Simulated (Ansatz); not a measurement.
System: S, space group Fm-3m (No. 225) (one of a set of cubic test structures, which need not be the stable phase).

Method: equation of state of a cubic crystal from periodic Kohn-Sham density functional theory without spin, third-order Birch-Murnaghan fit to the free energies; pressure corrected for the finite basis (Ansatz 0.2.0 development build). Level: PBE.

- structure type: fcc
- atoms in cell: 1
- space group number: 225
- lattice centring: face-centred primitive
- k mesh: 47×47×47
- occupation method: Fermi–Dirac
- occupation width: 0.06123 eV
- wave cutoff: 420 eV
- datasets: soft-1 PAW
- density tolerance: 1e−07 eV
- bands: 7
- density cutoff ratio: 4
- search for lower states: default

Describe the result: the energy above the lowest point and pressure against volume. The volume takes the values 14.93, 15.25, 15.57, 15.88, 16.20, 16.52, 16.84 Å³/atom.

A third-order Birch–Murnaghan fit gives V0 = 15.87 Å³/atom, B0 = 78.9 GPa and B′ = 4.3. The energy above the lowest point is 15.3 meV/atom at volume 14.93 Å³/atom and 13.0 meV/atom at 16.84 Å³/atom; the lowest computed point is at volume 15.88 Å³/atom (0.0 meV/atom), and no other minimum shows. The pressure falls from 5.494 GPa at volume 14.93 Å³/atom to −4.103 GPa at 16.84 Å³/atom, and changes sign near 15.87 Å³/atom.

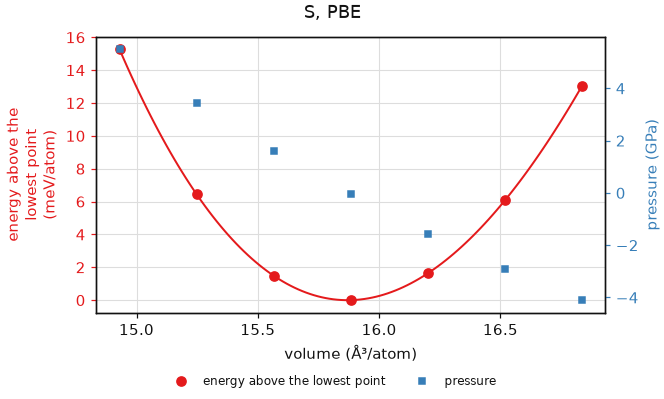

Note: cubic model structure, not the ambient form.
